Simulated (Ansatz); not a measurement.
**A convergence test on ScBiO3 (C2/c): wavefunction cutoff**

Wanted: the cheapest wavefunction cutoff that holds the LDA gap of ScBiO3 (C2/c).

Method: DFT, LDA, plane waves, PAW; PAW set soft_1, in Ansatz 0.2.0.

## Step 1: The starting structure

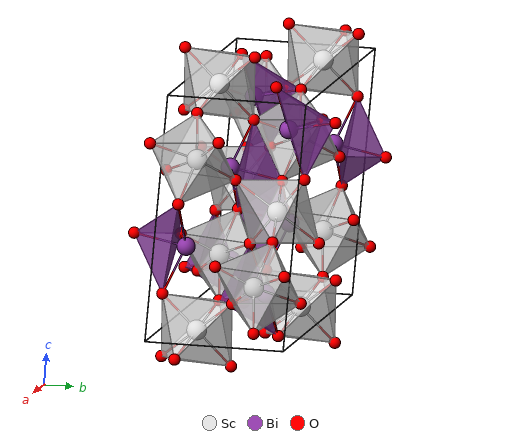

Start, viewed slightly off an axis; scandium white, bismuth purple, oxygen red. This picture shows the conventional cell, with its axes. Some periodic images of atoms are drawn too.

The cell is the Materials Project's (PBE, PBE+U or r2SCAN) relaxed one; the ions were relaxed with LDA. Spin-orbit coupling is left out unless a step names it.

## Step 2: Wavefunction cutoff: 190 eV

input.yaml reads:

```yaml
crystal:
  lattice:
    - [4.990429, -2.946812, 0.0]
    - [4.990429, 2.946812, 0.0]
    - [-3.288007, 0.0, 9.594851]
  atoms:
    - { symbol: Sc, position: [0.5, 0.0, 0.0] }
    - { symbol: Sc, position: [0.7467744295, 0.2532255705, 0.75] }
    - { symbol: Sc, position: [0.0, 0.5, 0.5] }
    - { symbol: Sc, position: [0.2532255705, 0.7467744295, 0.25] }
    - { symbol: Bi, position: [0.3068079702, 0.9668261159, 0.6377382856] }
    - { symbol: Bi, position: [0.9668261159, 0.3068079702, 0.1377382856] }
    - { symbol: Bi, position: [0.6931920298, 0.0331738841, 0.3622617144] }
    - { symbol: Bi, position: [0.0331738841, 0.6931920298, 0.8622617144] }
    - { symbol: O, position: [0.1733092497, 0.1188896856, 0.8377623058] }
    - { symbol: O, position: [0.7310255316, 0.1042719339, 0.9161184122] }
    - { symbol: O, position: [0.6309143319, 0.687847841, 0.3621311594] }
    - { symbol: O, position: [0.8811103144, 0.8266907503, 0.6622376942] }
    - { symbol: O, position: [0.312152159, 0.3690856681, 0.1378688406] }
    - { symbol: O, position: [0.3690856681, 0.312152159, 0.6378688406] }
    - { symbol: O, position: [0.1042719339, 0.7310255316, 0.4161184122] }
    - { symbol: O, position: [0.8957280661, 0.2689744684, 0.5838815878] }
    - { symbol: O, position: [0.8266907503, 0.8811103144, 0.1622376942] }
    - { symbol: O, position: [0.687847841, 0.6309143319, 0.8621311594] }
    - { symbol: O, position: [0.2689744684, 0.8957280661, 0.0838815878] }
    - { symbol: O, position: [0.1188896856, 0.1733092497, 0.3377623058] }
kpoints:
  mp_grid: { grid: [6, 6, 4] }
  band_path:
    path:
      - [0.0, 0.0, 0.0]
      - [-0.34740707, 0.34740707, 0.0]
      - [-0.65259293, -0.34740707, 0.0]
      - [-0.5, -0.5, 0.0]
      - [-0.5, -0.5, 0.5]
      - [-0.68366665, -0.31633335, 0.5]
      - [-0.31633335, 0.31633335, 0.5]
      - [0.0, 0.0, 0.5]
      - [-0.5, 0.0, 0.5]
      - [-0.530518586, -0.469481414, 0.0]
    npoints: 1
hamiltonian:
  xc: lda
  pseudopotentials: { kind: paw, azcp: { folder: soft_1 }, xc_functional: pbe }
scf:
  occupations: { method: fermi_dirac, width: 0.02 }
  n_extra_bands: 10
  max_iter: 80
output:
  eigenvalues: true
  forces: true
  stress: true
basis:
  ecutwfc: 190.0
```

Command:

```bash
> ansatz run input.yaml --threads 24 --pin off --max-ram 82944MiB --backend cuda --events-out ev --progress --plain --runs-dir out --devices 1 --max-vram 78GiB
```

Numbers of over 12 decimals in the logs are rounded to 6 here.

What it wrote:

```text
Warning: basis.ecutwfc = 190 eV is below the records' recommended 420 eV, and the density's cutoff is lower with it unless basis.ecutrho_ratio is high enough to keep the records' density cutoff: compare with a run at a higher cutoff
scf.n_extra_bands = 10 over 88 filled bands (N_el = 176.0): the run solves 98 bands
GPUs: using 1 of 1 available (devices: 1).
Engine: ansatz 0.2.0, aarch64-unknown-linux-gnu
Pseudopotentials: kind: paw
Pseudopotential: Sc, paw, valence charge 11, recommended cutoff 420 eV (normal), soft_1/Sc.paw.azcp
Pseudopotential: Bi, paw, valence charge 15, recommended cutoff 420 eV (normal), soft_1/Bi.paw.azcp
Pseudopotential: O, paw, valence charge 6, recommended cutoff 420 eV (normal), soft_1/O.paw.azcp
Functional definition: SPW92
  exchange = slater_x
  correlation = pw_c
[...]
Crystal: 20 atoms, lattice volume = 282.201 Å³
Basis set: ecut = 190 eV, 1701 PW (Γ)
Bands: 98, of which v1, the nominal top of the filled ones, is band 88 counted from 1 (87 counted from 0)
Symmetry: 4 space group operations
Space group: C2/c (ITA 15), of the structure as read, at distance tolerance 6.6e-5 Å
k-points: 47 of 144
Non-local potential: Sc, projectors of the file, l = 0: 3, l = 1: 2, l = 2: 3, l = 3: 1
Non-local potential: Bi, projectors of the file, l = 0: 2, l = 1: 2, l = 2: 2, l = 3: 1
Non-local potential: O, projectors of the file, l = 0: 2, l = 1: 2, l = 2: 1
PAW form: soft (Blöchl's): semilocal exchange-correlation on the pseudo side does not see the compensation charge
PAW frozen core: Sc, regenerated for the run's functional, and the local potential with it (the file was generated under x = pbe(κ = 0.804, μ = 0.219515), c = pbe(β = 0.066725))
PAW frozen core: Bi, regenerated for the run's functional, and the local potential with it (the file was generated under x = pbe(κ = 0.804, μ = 0.219515), c = pbe(β = 0.066725))
PAW frozen core: O, regenerated for the run's functional, and the local potential with it (the file was generated under x = pbe(κ = 0.804, μ = 0.219515), c = pbe(β = 0.066725))
PAW one-centre angular grid: Sc, 590 points (default); XC on 64 Gauss nodes
PAW one-centre angular grid: Bi, 590 points (default); XC on 64 Gauss nodes
PAW one-centre angular grid: O, 110 points (default); XC on 64 Gauss nodes
Initial density: superposition of atomic densities (chi_scale 0.1, normalization cell, long waves kept (reshape's long-wave potential 0.01 eV rms))
Initial wavefunctions: pseudopotential atomic-orbital guess
[...]
Functional: x = slater, c = lda
SCF iter   1: F=—  HF=-63288.422772 eV  |F-HF|=—  |Δ(HF+E_count)|=         —  Δρ=1.63e-1  dr2=3.69e1  ethr=3.10e-3  ⟨swp⟩=5.0  Hψ=17599  notcnv=0
preconditioner: auto → Resta (q_TF=auto, 2.522 Å⁻¹)  ε∞=4.7  [insulator: Δε(μ)=2.169 eV  Ē_g=13.767 eV  σ=0.020 eV  W_gap=1.00  n_scr=76 (ndim 8)  ℏωp=26.5 eV  f_vac=0.000  D(μ)=0.00/eV (n_scr^D=0)  ε∞_Penn≈4.7]
SCF iter   2: F=—  HF=-63277.434288 eV  |F-HF|=—  |Δ(HF+E_count)|=    1.10e1  Δρ=5.85e-2  dr2=6.26e0  ethr=3.10e-3  ⟨swp⟩=3.3  Hψ=9478  notcnv=0  defer=195
SCF iter   3: F=—  HF=-63275.765753 eV  |F-HF|=—  |Δ(HF+E_count)|=    1.67e0  Δρ=3.24e-2  dr2=1.58e0  ethr=3.10e-3  ⟨swp⟩=2.0  Hψ=6380  notcnv=0  defer=195
SCF iter   4: F=—  HF=-63275.188159 eV  |F-HF|=—  |Δ(HF+E_count)|=   5.78e-1  Δρ=1.19e-2  dr2=2.32e-1  ethr=8.99e-4  ⟨swp⟩=2.9  Hψ=6435  notcnv=0  defer=195
SCF iter   5: F=—  HF=-63275.094677 eV  |F-HF|=—  |Δ(HF+E_count)|=   9.35e-2  Δρ=3.01e-3  dr2=2.32e-2  ethr=1.32e-4  ⟨swp⟩=3.1  Hψ=7218  notcnv=0  defer=208
SCF iter   6: F=—  HF=-63275.088334 eV  |F-HF|=—  |Δ(HF+E_count)|=   6.34e-3  Δρ=5.60e-4  dr2=1.43e-3  ethr=1.32e-5  ⟨swp⟩=2.8  Hψ=7251  notcnv=0  defer=206
[...]
SCF iter   9: F=—  HF=-63275.088843 eV  |F-HF|=—  |Δ(HF+E_count)|=   1.04e-3  Δρ=4.49e-5  dr2=5.87e-6  ethr=5.66e-9  ⟨swp⟩=2.0  Hψ=7011  notcnv=0  defer=206
SCF iter  10: F=—  HF=-63275.088842 eV  |F-HF|=—  |Δ(HF+E_count)|=   9.83e-7  Δρ=1.31e-5  dr2=5.47e-7  ethr=3.33e-9  ⟨swp⟩=2.0  Hψ=6028  notcnv=0  defer=206
SCF iter  11: F=-63275.088842 eV  HF=-63275.088842 eV  |F-HF|=2.03e-8  |Δ(HF+E_count)|=   7.80e-8  Δρ=2.99e-6  dr2=3.05e-8  ethr=5.68e-11  ⟨swp⟩=12.2  Hψ=21523  notcnv=0
SCF 1 converged in 11 iterations: F = -63275.088842 eV  dr2 = 3.05e-8
[...]
NSCF: frozen V_eff on 10 k-points
SCF converged after 11 iterations
Free energy (F): -63275.088842 eV
Harris-Foulkes:  -63275.088842 eV  (|F-HF|=2.03e-8)
Internal energy: -63275.088842 eV  (E = F + TS)
E sigma→0 (E₀):  -63275.088842 eV
Fermi energy:    10.188272 eV
--- Per-component energies (eV) ---
  E_band       = -1028.312171
  E_kinetic    = 4123.881304
  E_local      = -11813.831908  (includes V_loc(G=0)·N_el)
  E_nonlocal   = 2573.292268
  E_hartree    = 4250.040979
  E_xc         = -1881.095473
  E_vxc        = -2153.704653  (∫ρ·V_xc dr)
  E_paw        = -46859.482950  (= ΣΔE_a)
  E_vpaw       = -2258.157476  (= ΣTr[D̂ρ^β])
  E_aug_tail   = 0.123887  (compensation charges beyond the density's cutoff)
  E_ewald      = -13670.380415
  E_core_change = 2.363466  (= ΣΔE_core)
  E_smearing   = -0.000000  (= −TS)
  E_closure    = -0.000000  (closes the sum)
  Σ components = -63275.088842   (vs F -63275.088842, Δ=0.00e0)
--- Forces (eV/Å), atoms counted from 1 ---
  atom   1  Sc    -0.00000000     0.00000000     0.00000000
  atom   2  Sc     0.00000000    -0.71993871     0.00000000
  atom   3  Sc    -0.00000000     0.00000000     0.00000000
  atom   4  Sc     0.00000000     0.71993871     0.00000000
  atom   5  Bi    -0.51695153    -2.14635434    -1.45660347
  atom   6  Bi    -0.51695153     2.14635434    -1.45660347
  atom   7  Bi     0.51695153     2.14635434     1.45660347
  atom   8  Bi     0.51695153    -2.14635434     1.45660347
  atom   9  O     -0.16307454     0.64456135     1.33375942
  atom  10  O      0.35991722     1.96592201     0.47800284
  atom  11  O     -1.27655498    -0.48653333     0.26103112
  atom  12  O      0.16307454     0.64456135    -1.33375942
  atom  13  O      1.27655498    -0.48653333    -0.26103112
  atom  14  O      1.27655498     0.48653333    -0.26103112
  atom  15  O      0.35991722    -1.96592201     0.47800284
  atom  16  O     -0.35991722     1.96592201    -0.47800284
  atom  17  O      0.16307454    -0.64456135    -1.33375942
  atom  18  O     -1.27655498     0.48653333     0.26103112
  atom  19  O     -0.35991722    -1.96592201    -0.47800284
  atom  20  O     -0.16307454    -0.64456135     1.33375942
  max |Σ_I F_I| component: 2.22e-16 eV/Å
--- Stress (GPa, compression-positive) ---
       -4.036141       0.000000      -1.417028
        0.000000       1.387198       0.000000
       -1.417028       0.000000      -7.026981
  P = ⅓ Tr σ = -3.2253 GPa (-32.253 kbar)
--- Band table (eV; the first three rows and the last of 47) ---
  k-point 0: bands = ["-39.0211", "-39.0201", "-39.0077", "-39.0073", "-17.8490", "-17.8196", "-17.8037", "-17.7643", "-17.7558", "-17.7480", "-17.7347", "-17.6979", "-17.6920", "-17.6915", "-17.6797", "-17.6707", "-14.0976", "-14.0896", "-14.0890", "-14.0686", "-14.0670", "-14.0521", "-14.0245", "-13.9969", "-13.9438", "-13.9366", "-13.9311", "-13.9180", "-13.8964", "-13.8803", "-13.8743", "-13.8431", "-13.8139", "- [...]
  k-point 1: bands = ["-39.0209", "-39.0204", "-39.0077", "-39.0074", "-17.8217", "-17.8163", "-17.7951", "-17.7748", "-17.7585", "-17.7436", "-17.7344", "-17.7148", "-17.7048", "-17.6861", "-17.6788", "-17.6604", "-14.0998", "-14.0902", "-14.0672", "-14.0651", "-14.0491", "-14.0438", "-14.0247", "-14.0170", "-13.9646", "-13.9390", "-13.9368", "-13.9191", "-13.8946", "-13.8886", "-13.8513", "-13.8407", "-13.7994", "- [...]
  k-point 2: bands = ["-39.0206", "-39.0206", "-39.0074", "-39.0074", "-17.7986", "-17.7986", "-17.7673", "-17.7673", "-17.7536", "-17.7536", "-17.7075", "-17.7075", "-17.6962", "-17.6962", "-17.6639", "-17.6639", "-14.0809", "-14.0809", "-14.0441", "-14.0441", "-14.0071", "-14.0071", "-13.9874", "-13.9874", "-13.9361", "-13.9361", "-13.8926", "-13.8926", "-13.8734", "-13.8734", "-13.8431", "-13.8431", "-13.7646", "- [...]
  k-point 46: bands = ["-39.0202", "-39.0202", "-39.0075", "-39.0075", "-17.8011", "-17.8011", "-17.7500", "-17.7500", "-17.7248", "-17.7248", "-17.7159", "-17.7159", "-17.6714", "-17.6714", "-17.6527", "-17.6527", "-14.0460", "-14.0460", "-14.0096", "-14.0096", "-13.9621", "-13.9621", "-13.9258", "-13.9258", "-13.8958", "-13.8958", "-13.8704", "-13.8704", "-13.8244", "-13.8244", "-13.8188", "-13.8188", "-13.7885", " [...]
```

Wall time 2 s (1 × NVIDIA GB200 (shared by 2 runs) with 24 threads of Arm Neoverse V2, shared host); peak memory 1.1 GiB; 12 s of CPU time.

Reading the cycles: dr2 is the Hartree energy of the density residual (eV), the measure of convergence; HF is the Harris–Foulkes estimate of the energy, which meets the free energy F at convergence.

This step gave:

* pressure: -3.225 GPa
* gap: 2.870 eV
* valence top at: k = (0.333, -0.500, 0.250)
* conduction bottom at: Y_2
* least direct gap: 2.909 eV

The gap is indirect, with the least direct gap 0.04 eV higher.

## Step 3: Wavefunction cutoff: 290 eV

input.yaml, as its differences from that of step 2:

```diff
@@ -45,3 +45,3 @@
 scf:
-  occupations: { method: fermi_dirac, width: 0.02 }
+  occupations: { method: fixed }
   n_extra_bands: 10
@@ -53,2 +53,2 @@
 basis:
-  ecutwfc: 190.0
+  ecutwfc: 290.0
```

What it wrote:

```text
[...]
GPUs: using 1 of 1 available (devices: 1).
[...]
Crystal: 20 atoms, lattice volume = 282.201 Å³
Basis set: ecut = 290 eV, 3153 PW (Γ)
Bands: 98, of which v1, the nominal top of the filled ones, is band 88 counted from 1 (87 counted from 0)
[... 1 set-up line as in the run before ...]
[...]
k-points: 47 of 144
[...]
atom  19  O      0.03126647     0.07996171     0.04782705
  atom  20  O      0.03400076     0.01972913    -0.11176584
  max |Σ_I F_I| component: 2.08e-17 eV/Å
--- Stress (GPa, compression-positive) ---
       -7.451327       0.000000      -0.043773
        0.000000      -6.285171       0.000000
       -0.043773       0.000000      -7.904543
  P = ⅓ Tr σ = -7.2137 GPa (-72.137 kbar)
--- Band table (eV; the first three rows and the last of 47) ---
[...]
[key lines of the parts left out:]
SCF converged after 11 iterations
Free energy (F): -63381.981755 eV
Fermi energy:    8.510676 eV
```

Run time: 2.2 s. Hardware: 1 × NVIDIA GB200 (shared by 2 runs) with 24 threads; peak memory 1.1 GiB; 11 s of CPU time.

Numbers from this step:

| Item | Value |
| --- | --- |
| pressure | -7.214 GPa |
| gap | 2.821 eV |
| valence top at | k = (-0.500, 0.000, 0.500) |
| conduction bottom at | Y_2 |
| least direct gap | 2.988 eV |

The gap is 2.821 eV, −0.049 eV from the run before at this level.

## Step 4: Wavefunction cutoff: 420 eV (the default)

input.yaml, as its differences from that of step 3:

```diff
@@ -30,13 +30,7 @@
     path:
-      - [0.0, 0.0, 0.0]
-      - [-0.34740707, 0.34740707, 0.0]
-      - [-0.65259293, -0.34740707, 0.0]
-      - [-0.5, -0.5, 0.0]
-      - [-0.5, -0.5, 0.5]
-      - [-0.68366665, -0.31633335, 0.5]
-      - [-0.31633335, 0.31633335, 0.5]
-      - [0.0, 0.0, 0.5]
-      - [-0.5, 0.0, 0.5]
-      - [-0.530518586, -0.469481414, 0.0]
-    npoints: 1
+      - [[0.0, 0.0, 0.0], [-0.34740707, 0.34740707, 0.0]]
+      - [[-0.65259293, -0.34740707, 0.0], [-0.5, -0.5, 0.0], [0.0, 0.0, 0.0], [-0.5, -0.5, 0.5], [-0.68366665, -0.31633335, 0.5]]
+      - [[-0.31633335, 0.31633335, 0.5], [0.0, 0.0, 0.5], [0.0, 0.0, 0.0]]
+      - [[-0.5, 0.0, 0.5], [0.0, 0.0, 0.0], [-0.5, 0.0, 0.0]]
+    npoints: 10
 hamiltonian:
@@ -45,5 +39,4 @@
 scf:
-  occupations: { method: fixed }
+  occupations: { method: fermi_dirac, width: 0.02 }
   n_extra_bands: 10
-  max_iter: 80
 output:
@@ -52,3 +45 @@
   stress: true
-basis:
-  ecutwfc: 290.0
```

What it wrote:

```text
[...]
GPUs: using 1 of 1 available (devices: 1).
[...]
Crystal: 20 atoms, lattice volume = 282.201 Å³
Basis set: ecut = 420 eV, 5505 PW (Γ)
Bands: 98, of which v1, the nominal top of the filled ones, is band 88 counted from 1 (87 counted from 0)
[... 1 set-up line as in the run before ...]
[...]
k-points: 47 of 144
[...]
atom  19  O     -0.00173465    -0.00055743     0.00093151
  atom  20  O     -0.00210867    -0.00169231     0.00206621
  max |Σ_I F_I| component: 0.00e0 eV/Å
--- Stress (GPa, compression-positive) ---
       -7.538204       0.000000      -0.016541
        0.000000      -6.404188       0.000000
       -0.016541       0.000000      -7.907083
  P = ⅓ Tr σ = -7.2832 GPa (-72.832 kbar)
--- Band table (eV; the first three rows and the last of 47) ---
[...]
[key lines of the parts left out:]
SCF converged after 11 iterations
Free energy (F): -63388.594855 eV
Fermi energy:    9.934302 eV
```

Elapsed: 3 s, on 1 × NVIDIA GB200 (shared by 2 runs) with 24 threads; peak memory 1.1 GiB; 20 s of CPU time.

This step gave:

- pressure: -7.283 GPa
- gap: 2.832 eV
- valence top at: L_2
- conduction bottom at: Y_2
- least direct gap: 2.990 eV

The gap is 2.832 eV, +0.011 eV from the run before at this level.

## Step 5: Wavefunction cutoff: 630 eV

input.yaml, as its differences from that of step 4:

```diff
@@ -30,7 +30,13 @@
     path:
-      - [[0.0, 0.0, 0.0], [-0.34740707, 0.34740707, 0.0]]
-      - [[-0.65259293, -0.34740707, 0.0], [-0.5, -0.5, 0.0], [0.0, 0.0, 0.0], [-0.5, -0.5, 0.5], [-0.68366665, -0.31633335, 0.5]]
-      - [[-0.31633335, 0.31633335, 0.5], [0.0, 0.0, 0.5], [0.0, 0.0, 0.0]]
-      - [[-0.5, 0.0, 0.5], [0.0, 0.0, 0.0], [-0.5, 0.0, 0.0]]
-    npoints: 10
+      - [0.0, 0.0, 0.0]
+      - [-0.34740707, 0.34740707, 0.0]
+      - [-0.65259293, -0.34740707, 0.0]
+      - [-0.5, -0.5, 0.0]
+      - [-0.5, -0.5, 0.5]
+      - [-0.68366665, -0.31633335, 0.5]
+      - [-0.31633335, 0.31633335, 0.5]
+      - [0.0, 0.0, 0.5]
+      - [-0.5, 0.0, 0.5]
+      - [-0.530518586, -0.469481414, 0.0]
+    npoints: 1
 hamiltonian:
@@ -39,4 +45,5 @@
 scf:
-  occupations: { method: fermi_dirac, width: 0.02 }
+  occupations: { method: fixed }
   n_extra_bands: 10
+  max_iter: 80
 output:
@@ -45 +52,3 @@
   stress: true
+basis:
+  ecutwfc: 630.0
```

What it wrote:

```text
[...]
GPUs: using 1 of 1 available (devices: 1).
[...]
Crystal: 20 atoms, lattice volume = 282.201 Å³
Basis set: ecut = 630 eV, 10115 PW (Γ)
Bands: 98, of which v1, the nominal top of the filled ones, is band 88 counted from 1 (87 counted from 0)
[... 1 set-up line as in the run before ...]
[...]
k-points: 47 of 144
[...]
atom  19  O     -0.00129406    -0.00086688     0.00161150
  atom  20  O     -0.00087801    -0.00154393     0.00113069
  max |Σ_I F_I| component: 0.00e0 eV/Å
--- Stress (GPa, compression-positive) ---
       -7.531403       0.000000      -0.016073
        0.000000      -6.394141       0.000000
       -0.016073       0.000000      -7.900556
  P = ⅓ Tr σ = -7.2754 GPa (-72.754 kbar)
--- Band table (eV; the first three rows and the last of 47) ---
[...]
[key lines of the parts left out:]
SCF converged after 11 iterations
Free energy (F): -63388.658873 eV
Fermi energy:    8.503938 eV
```

The job ended after 2.6 s (1 × NVIDIA GB200 (shared by 2 runs) with 24 threads; peak memory 1.2 GiB; 25 s of CPU time).

This step gave:

* pressure: -7.275 GPa
* gap: 2.832 eV
* valence top at: k = (-0.500, 0.000, 0.500)
* conduction bottom at: Y_2
* least direct gap: 2.991 eV

The gap is 2.832 eV, as in the run before at this level.

## Step 6: The series

Differences are against the last row; a negative gap means that bands overlap, and a run with a band path holds that path's time. Times are wall times on 1 × NVIDIA GB200 (shared by 2 runs) with 24 threads of Arm Neoverse V2, shared host, good to a factor of about two.

```tsv
wavefunction cutoff	gap (eV)	direct gap (eV)	gap error (eV)	energy error (meV/atom)	irreducible k	time
190 eV	2.870	2.909	+0.038	+5678.5	47	2 s
290 eV	2.821	2.988	−0.011	+333.9	47	2.2 s
420 eV	2.832	2.990	−0.0001	+3.2	47	3 s
630 eV	2.832	2.991	+0.000	+0.0	47	2.6 s
```

## Step 7: Outcome

* 190 eV: 2.870 eV
* 290 eV: 2.821 eV
* 420 eV: 2.832 eV
* 630 eV: 2.832 eV

What this shows: The gap holds to 0.02 eV from 290 eV on. At 190 eV the gap is off by +0.038 eV and the energy by +5679 meV/atom.

[Paths, hosts, dates, memory and timing lines, banners, echoed tables and standing remarks are left out of the program output.]

[Logs are printed without paths, hosts, clocks, repeated set-up lines and the standing remarks that a program may print on its own settings, such as how far it seeks lower states.]

[Runs of the session that timed out or met a known fault of the program may be left out.]

[Cells called generated may have been cut or substituted from an entry of the Crystallography Open Database or the Materials Project.]

[No measured gap is set beside runs whose start may be inverted or whose files or cutoffs have a known fault.]

[Hosts, paths, dates, database ids (printed as entryN), source tags and the programs' standing remarks are cut or masked in the printed files.]
